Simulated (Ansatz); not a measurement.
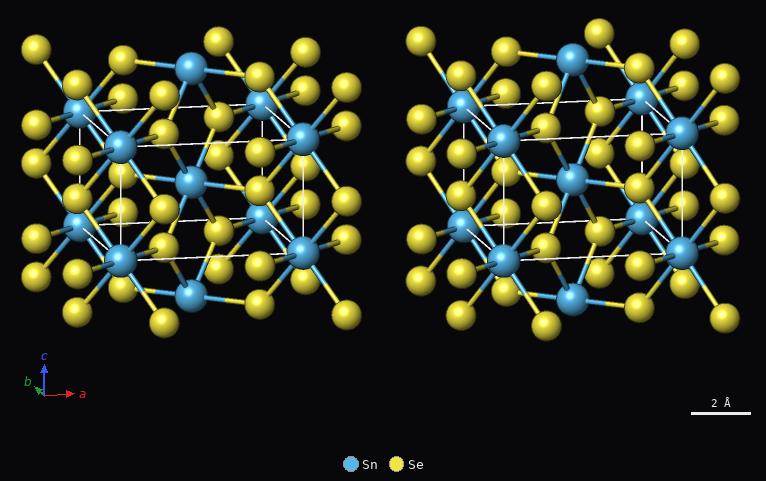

Two geometries of a crystal of SnSe₂ (built on the MgH2-136 type type), drawn at one scale. One is the start of a relaxation, the other its converged end. A ball-and-stick model of the cell of the calculation, seen slightly off an axis.

All numbers below come from Ansatz 0.2.0, DFT, PBEsol, plane waves, PAW. Set-up: plane-wave cutoff 420 eV; k-point mesh 4 × 4 × 6; occupations fermi dirac; smearing width 0.03 eV; no spin polarisation; cell and atoms relaxed; force threshold 0.01 eV/Å; at most 120 steps.

Which geometry has the lower energy?

Answer. The left one is the relaxed one. The energy falls by 11.0 meV per atom in 5 accepted moves (6 points after the start). The largest force component goes from 0.085 to 0.00067 eV/Å. The pressure goes from −1.02 to 0.00 GPa. At 1 point the geometry stayed and the basis and grid were re-selected for the new cell (energy shift of less than 0.05 meV per atom at most each time). The largest moves relative to the cell, 0.009 Å, are those of Se atoms. Sn stays in place. The drawn cell changes as follows: a = b 6.283 → 6.426 Å (+2.3 %), c 4.200 → 3.984 Å (−5.1 %); the volume changes by −0.8 %. Among the contacts that change: Se–Sn 2.705 → 2.775 Å, Se–Sn 2.726 → 2.664 Å. Among the angles between lasting bonds that change: Se–Sn–Se 79.2° → 83.2°, Se–Sn–Se 100.8° → 96.8°, Sn–Se–Sn 100.8° → 96.8°. The space group stays P4_2/mnm (No. 136). The run took 25 s on 2 threads of AMD EPYC 7R13 Processor (Zen 3), on a shared host, peak memory 0.78 GiB.
